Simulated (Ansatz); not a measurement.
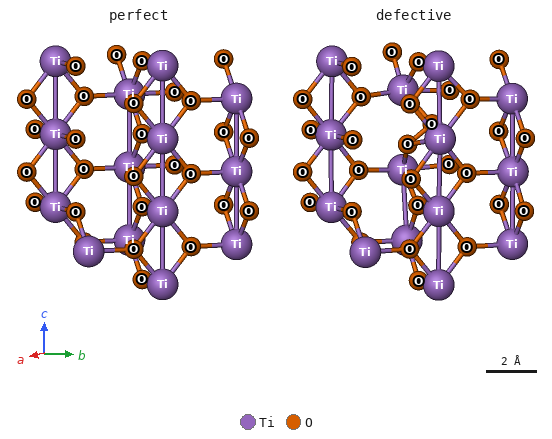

Left: perfect TiO$_{2}$. Right: the same region with one point defect, after relaxing the atoms in a supercell of 72 sites. A ball-and-stick model of the atoms within 5.4 Å of one point, in a slice 5.0 Å thick across the line of sight, seen slightly off an axis.

Method: Ansatz, DFT, PBEsol, PAW, plane waves. Set-up: plane-wave cutoff 420 eV; k-point mesh 1 × 1 × 1; mesh shifted by (0.25, 0.25, 0.25); collinear spin. Fermi-Dirac smearing of 0.01 eV. A uniform background neutralises the charged cell. The axes drawn are those of the host's conventional cell.

Question: What kind of defect was made?

Answer: An extra oxygen atom is put between the host's atoms (an interstitial).

The charge state of the cell is +1.

Question: What does the relaxation do around it?

Answer: The O atom starts with 1 O at 1.29 Å around its place and ends with 1 O at 1.33 Å. Of the host's atoms, an oxygen atom moves furthest from its site, by 0.68 Å. The O atom itself moves 0.99 Å from where it was put. The cell's net moment is 1.00 μB.

Limits of the set-up: the cell is charged, on a uniform background, and energies carry no finite-size correction.
